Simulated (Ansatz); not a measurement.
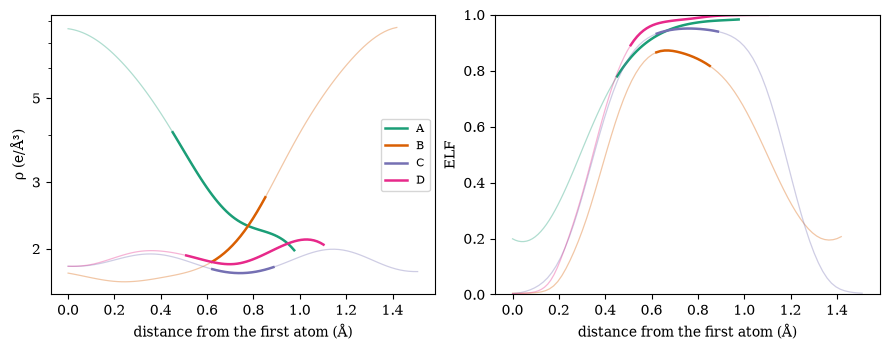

Figure. H₆C₂O (amorphous cell). Valence charge density (pseudo) and ELF along straight lines between neighbouring atoms. Thin, pale parts lie inside the atomic spheres.

Theory: DFT PBEsol, scalar-relativistic, plane waves, PAW (Ansatz 0.2.0).

In a PAW calculation such maps are meaningful between the atoms, not at the nuclei.

Q: Which curve belongs to which contact (C–C, C–H, C–O and O–H)? The first atom named is at distance zero.

A: Curve A: O–H (0.98 Å): ρ at the midpoint is about 3.7 e/Å³; the ELF climbs to about 1 towards the hydrogen, as it does in any bond to H; a covalent bond by its length. Curve B: C–O (1.42 Å): ρ at the midpoint is about 2 e/Å³; the ELF peaks at about 0.85 between the atoms (a shared but strongly polarised pair). Curve C: C–C (1.51 Å): ρ is about 1.7 e/Å³ halfway; the ELF peaks at about 0.95 between the atoms; localised, covalent bonding. Curve D: C–H (1.10 Å): the density is about 1.9 e/Å³ at the midpoint; the ELF climbs to about 1 towards the hydrogen; a covalent bond by its length.
